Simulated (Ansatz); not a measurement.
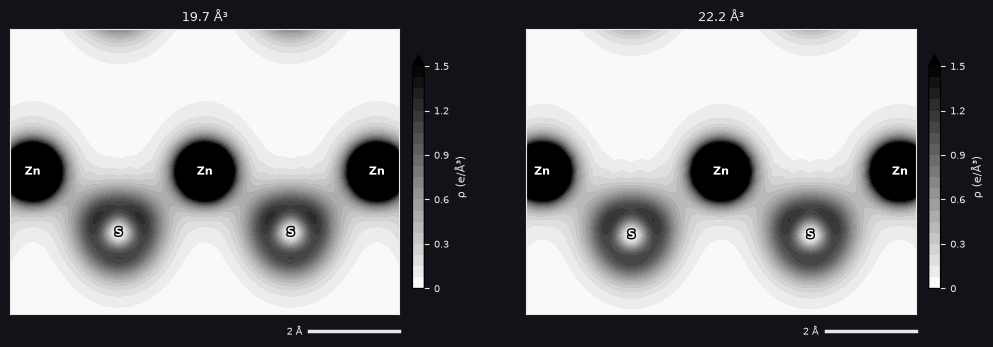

ZnS. The valence charge density (pseudo) of cells scaled evenly to different volumes (given per atom above each panel), on the (011̄) plane of each (indices in the axes of the cell below), at one length scale and on one colour scale.

Method: DFT PBE, scalar-relativistic, plane waves, PAW in Ansatz.

The largest cell:

```
Zn S
1.0
     0.00000    2.80933    2.80933
     2.80933    0.00000    2.80933
     2.80933    2.80933    0.00000
Zn S
1 1
Direct
  0.25000 0.25000 0.25000
  0.00000 0.00000 0.00000
```

| volume (Å³/atom) | Zn–S contact in the plane (Å) | ρ at its midpoint (e/Å³) | pressure (GPa) | gap on the mesh (eV) | 
| --- | --- | --- | --- | --- |
| 19.73 | 2.340 | 0.512 | 1.6 | 2.11 | 
| 21.37 | 2.403 | ? | ? | ? | 
| 22.17 | 2.433 | 0.437 | −5.3 | 1.62 | 

Question: Estimate the missing row, and compare with the calculation.

Answer: Over the known rows ln ρ falls by 1.70 per Å of Zn–S distance (the line through the two), which gives 0.460 e/Å³ at 2.403 Å; the calculation gives 0.460 e/Å³. For the pressure, a straight line in volume between the neighbouring rows gives −3.0 GPa; the calculation gives −3.5, lower because pressure rises ever faster on compression. For the gap on the mesh, a straight line in volume between the neighbouring rows gives 1.78 eV; the calculation gives 1.77.
